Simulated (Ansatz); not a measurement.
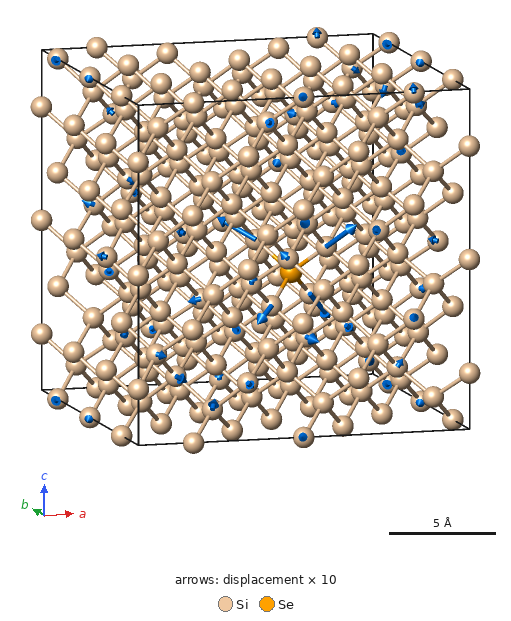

This is a relaxation of a defect cell of composition Si215Se. The starting structure is drawn; blue arrows show the displacements, magnified 10 times.

Style: ball-and-stick. Shown: the cell of the calculation (origin shifted), slightly off an axis.

These are results of Ansatz 0.2.0, DFT, PBEsol, PAW, plane waves, not measurements. (plane-wave cutoff 420 eV; k-point mesh 1 × 1 × 1; mesh shifted by (0.25, 0.25, 0.25); no spin polarisation; atoms relaxed in a fixed cell; force threshold 0.03 eV/Å; at most 80 steps)

> Atoms of which element are displaced furthest, and by how much?

Silicon: up to 0.22 Å, against 0.03 Å for selenium.

> What happened in the run?

The largest moves, 0.22 Å, are those of Si atoms. Largest moves by element: Si 0.22 Å, Se 0.03 Å. The cell stays as it was. Among the contacts that change: Se–Si 2.327 → 2.549 Å, Se–Si 2.361 → 2.549 Å, Se–Si 2.348 → 2.503 Å, Si–Si 2.407 → 2.320 Å. Bond angles that change, for instance: Si–Si–Se 110.5° → 103.8°, Si–Si–Si 110.6° → 104.3°, Si–Si–Se 110.0° → 103.8°. The energy falls by 2.542 eV per cell of the calculation in 5 geometry steps. Largest force component: 1.5 eV/Å at the start, 0.019 eV/Å at the end. The run took 14 s on 1 × NVIDIA GB200 with 8 threads of Arm Neoverse-V2, peak memory 3.1 GiB.
